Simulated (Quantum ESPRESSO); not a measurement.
**Energy mapping worked by hand: CoO**

Aim: get Heisenberg couplings of CoO from the energies of collinear orders, with pencil and paper, and test them on an order left out of the fit.

Main program and level: Quantum ESPRESSO 7.5; LDA; plane waves with GBRV 1.5 LDA potentials, no spin-orbit coupling.

## 1. Starting point

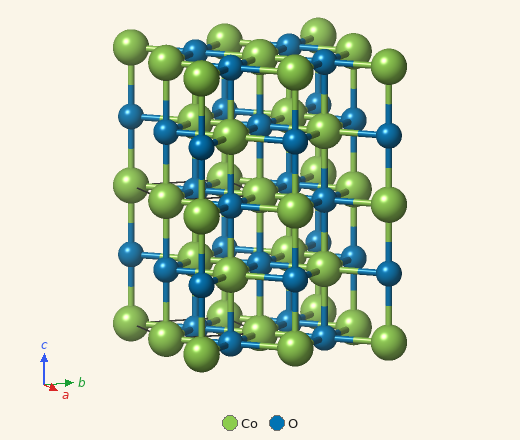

The cell as given, slightly off an axis (cobalt green, oxygen blue). 2×2×2 cells are drawn. This picture shows the conventional cell, with its axes. Some periodic images of atoms are drawn too.

The cell comes from the Crystallography Open Database.

## 2. The parallel order

All energies count from this run.

The input, pw.in:

```
&CONTROL
  calculation = 'scf'
  prefix = 'pwscf'
  outdir = './tmp'
  pseudo_dir = './pseudo'
  disk_io = 'nowf'
/
&SYSTEM
  ibrav = 0
  nat = 2
  ntyp = 2
  ecutwfc = 40
  ecutrho = 280
  nbnd = 20
  occupations = 'smearing'
  smearing = 'fd'
  degauss = 0.00367493
  nspin = 2
  starting_magnetization(1) = 0.1765
  starting_magnetization(2) = 0
/
&ELECTRONS
  conv_thr = 4d-09
  electron_maxstep = 150
  mixing_beta = 0.3
/
ATOMIC_SPECIES
Co     58.9332 co_lda_v1.2.uspp.F.UPF
O      15.9990 o_lda_v1.2.uspp.F.UPF
CELL_PARAMETERS angstrom
  -1.5080000000    1.5080000000    2.1072475377
   1.5080000000   -1.5080000000    2.1072475377
   1.5080000000    1.5080000000   -2.1072475377
ATOMIC_POSITIONS crystal
Co      0.0000000000    0.0000000000    0.0000000000
O       0.5000000000    0.5000000000    0.0000000000
K_POINTS automatic
10 10 10 0 0 0
```

Command:

```sh
> OMP_NUM_THREADS=1 mpirun -n 4 pw.x -nk 4 -in pw.in > pw.out
```

Output:

```text
Program PWSCF v.7.5 starts
     [... lines left out ...]
     number of atoms/cell      =            2
     [... lines left out ...]
     number of electrons       =        23.00
     number of Kohn-Sham states=           20
     kinetic-energy cutoff     =      40.0000  Ry
     charge density cutoff     =     280.0000  Ry
     scf convergence threshold =      4.0E-09
     [... lines left out ...]
     16 Sym. Ops., with inversion, found
     [... lines left out ...]
     number of k points=   102  Fermi-Dirac smearing, width (Ry)=  0.0037
     [... lines left out ...]
     iteration # 14     ecut=    40.00 Ry     beta= 0.30
     [... lines left out ...]
     Magnetic moment per site  (integrated on atomic sphere of radius R)
     atom   1 (R=0.290)  charge= 14.5734  magn=  2.4711
     atom   2 (R=0.290)  charge=  5.6773  magn=  0.3554
     [... lines left out ...]
     the Fermi energy is    13.6669 ev
!    total energy              =    -330.54598786 Ry
     estimated scf accuracy    <          2.0E-09 Ry
     smearing contrib. (-TS)   =      -0.00226620 Ry
     [... lines left out ...]
     total magnetization       =     2.94 Bohr mag/cell
     absolute magnetization    =     2.96 Bohr mag/cell
     convergence has been achieved in  14 iterations
   JOB DONE.
```

Wall time 14 s (4 MPI ranks of Arm Neoverse V1, shared host); peak memory 0.26 GiB; 56 s of CPU time.

Spin moment in the atom's sphere by atom:

```
atom  spin moment in the atom's sphere (μB)
 Co1                                   2.47
  O2                                   0.36
```

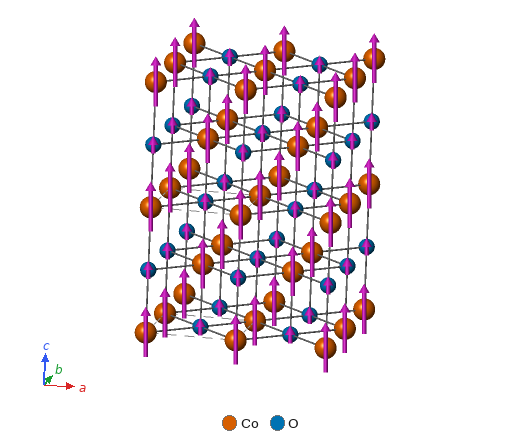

Spin moment in the atom's sphere as arrows, the longest 2.47 μB. Up and down stand for the sign. Arrows give size and sign along the axis of quantisation, drawn up and down the page. Each arrow also spans its atom, so small moments look longer than they are. 2×2×2 conventional cells are drawn. Some periodic images of atoms are drawn too.

This step gave:

| Property | Result |
| --- | --- |
| smearing term TS | 0.03083 eV |
| magnetization | 2.938 μB |
| absolute magnetization | 2.955 μB |
| final state | ferromagnetic |

## 3. The orders used for the fit

The other orders were run with the same settings, on meshes that hold the same points. Free energies are divided by the number of Co atoms; q is in fractions of the reciprocal vectors of the first run's cell.

```
                order  atoms      mesh  free energy (eV)   eV per Co  largest moment (μB)
                  F +      2  10×10×10        -4497.3073  -4497.3073                 2.47
AF q=(1/2,1/2,1/2) +-      4   5×10×10        -8994.3710  -4497.1855                 2.21
```

## 4. Counting neighbours

With E = −Σ J e_i·e_j over ordered pairs of unit vectors, turning a neighbour from parallel to opposed costs 2J a Co atom. So an order lies 2 Σ n J over the parallel one, n being the opposed neighbours in each shell.

```
shell  distance (Å)  neighbours  opposed in AF q=(1/2,1/2,1/2) +-  opposed in AF q=(0,1/2,0) +-
   J1          3.00          12                                 8                             6
   J2          4.21           6                                 0                             6
```

Only J1 is kept, as an effective coupling that takes up all reversed shells.

## 5. Solving

```
2 × 8 × J1 = +121.8 meV    (AF q=(1/2,1/2,1/2) +-)
J1 = +7.61 meV
```

## 6. The test

The couplings now give the orders that were left out:

```
2 × 6 × (+7.61) = +91.3 meV    (AF q=(0,1/2,0) +-)
```

The runs themselves:

```
            order  atoms     mesh  free energy (eV)   eV per Co  largest moment (μB)  over the parallel order (meV)  foretold (meV)
AF q=(0,1/2,0) +-      4  10×5×10        -8994.8991  -4497.4495                 2.32                         -142.3           +91.3
```

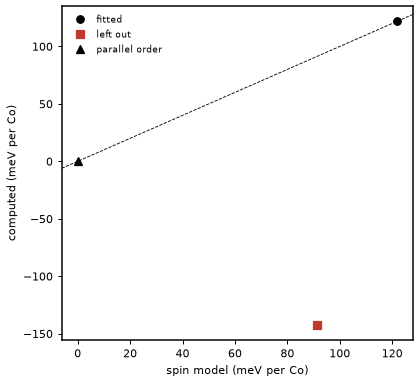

Computed energies of the orders against the model; the dashed line marks agreement.

## 7. One more shell

One way to take up the miss is the next shell. Both differences then fix both couplings, and no order is left for a test.

```
2 × 8 × J1 = +121.8 meV    (AF q=(1/2,1/2,1/2) +-)
2 × 6 × J1 + 2 × 6 × J2 = -142.3 meV    (AF q=(0,1/2,0) +-)
J1 = +7.61 meV
J2 = -19.47 meV
```

## 8. Results

| Quantity | Value |
| --- | --- |
| effective J1 (Co–Co at 3.00 Å) | 7.61 meV |
| largest miss on the orders left out | 234 meV |
| J1 with two shells | 7.61 meV |
| J2 with two shells | -19.5 meV |

In words: The model misses the order left out by 234 meV, 164 % of the largest energy difference, so it fails: these couplings alone don't describe the crystal. With the next shell added the couplings are J1 = +7.61 and J2 = -19.47 meV, untested. The largest moment changes by 11 % between the orders. Shells that were dropped are folded into the couplings or show in the miss. No Hubbard term acts here. In such compounds local and semilocal functionals without one often delocalise the d electrons, and can shrink or lose moments and miss the size, sign and order of the couplings. The smearing term is large for its width, so states at the Fermi level are partly filled: at this level the cell is a metal or has a gap of a few widths at most.

[Logs and program files are shortened in this print: banners, set-up blocks, solver, clock and traceback lines can be left out without a mark of their own.]

[Logs are printed without paths, hosts, clocks, repeated set-up lines and the standing remarks that a program may print on its own settings, such as how far it seeks lower states.]

[Hosts, paths, dates, database ids (printed as entryN), source tags and the programs' standing remarks are cut or masked in the printed files.]

[Where a cell is said to come from a database of computed structures, the database is the Materials Project.]
